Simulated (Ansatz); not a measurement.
**W₃Se: density, localisation and related maps**

The calculation's input:

```
crystal:
  lattice:
    - [-1.8887362329, 1.8887362329, 4.555736212]
    - [1.8887362329, -1.8887362329, 4.555736212]
    - [1.8887362329, 1.8887362329, -4.555736212]
  atoms:
    - { symbol: W, position: [0.5, 0.5, 0.0] }
    - { symbol: W, position: [0.25, 0.75, 0.5] }
    - { symbol: W, position: [0.75, 0.25, 0.5] }
    - { symbol: Se, position: [0.0, 0.0, 0.0] }
basis:
  ecutwfc: 420
kpoints:
  mp_grid: { grid: [18, 18, 18] }
hamiltonian:
  xc: pbe
scf:
  occupations: { method: gaussian, width: 0.1 }
output:
  forces: true
  stress: true
  eigenvalues: true
  write_density: true
  write_potential: true
  elf: true
  volumetric_format: npy
relax:
  adjacent_minimum: "off"
  f_tol: 0.01
  max_steps: 80
  cell: { stress_tol: 0.05 }
```

Run with:

```sh
ansatz run input.yaml --threads 1 --pin off --max-ram 2560MiB --backend cpu --events-out ev --progress --plain --runs-dir out
```

Below, planes, directions and counts refer to the conventional cell (a = 3.77 Å, b = 3.77 Å, c = 9.16 Å, α = 90.00°, β = 90.00°, γ = 90.00°).

The fields are those of the relaxed geometry.

Space group I4/mmm; started from the TiAl3 (D0_22)_139 prototype, which need not be the ambient phase.

The calculation used DFT PBE, scalar-relativistic, plane waves, PAW in Ansatz.

In a PAW calculation such maps are meaningful between the atoms, not at the nuclei.

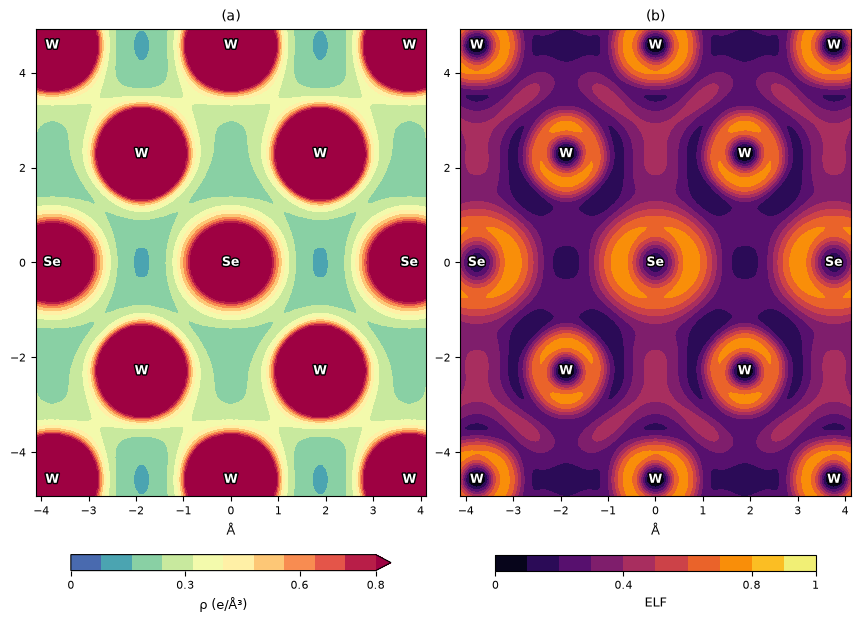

Figure 1. (a) valence electron density; (b) ELF on the (100) plane of the conventional cell.

**Describe what can be read from this map.**

- The section cuts through W and Se sites.
- W–Se (2.96 Å): the density is about 0.24 e/Å³ at the midpoint; the ELF is about 0.20 at the midpoint; no localised pair shows between them.
- Between the atoms the lowest density in this plane is 0.15 e/Å³.
- The features right at W lie inside the PAW spheres, where the map follows smoothed inner orbitals and isn't to be read closely.

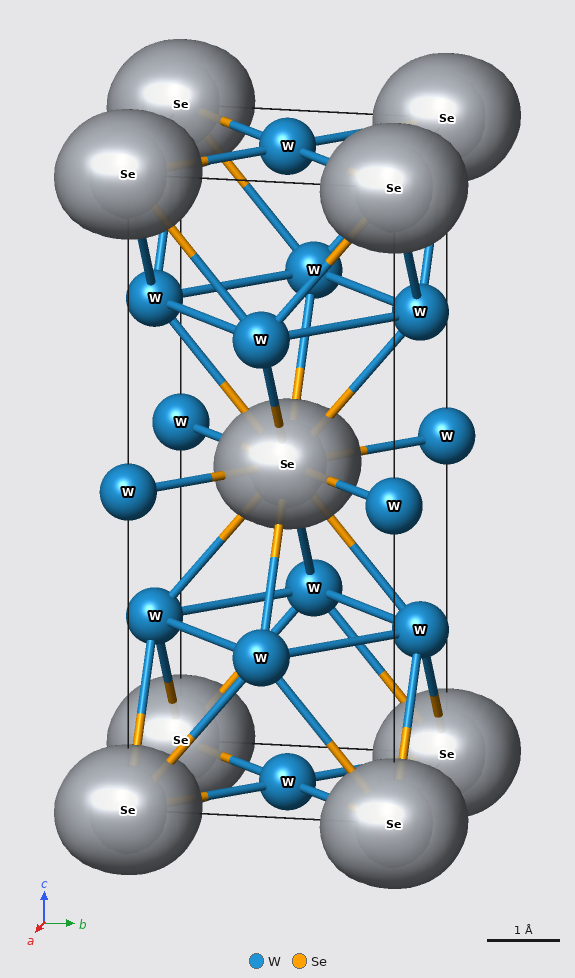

Figure 2. Isosurface of the electron localisation function at 0.65 (grey), seen slightly off an axis. Only the valence region is drawn (cores and ρ < 0.01 e/Å³ removed). Sticks mark near contacts.

**Where are the electrons localised?**

The ELF exceeds this value in two regions wrapped around Se (the valence shell of each), counted in one cell of 8 atoms. Any copies at cell faces, edges or corners count once.


W–Se (2.66 Å): the ELF is about 0.35 at the midpoint. W–W (2.66 Å): the ELF is about 0.40 at the midpoint.

**Metal or insulator at this level of theory?**

It is metallic or semimetallic at this level of theory: no gap opens; semilocal functionals without U, or without the true magnetic order, often close the gap of such compounds.
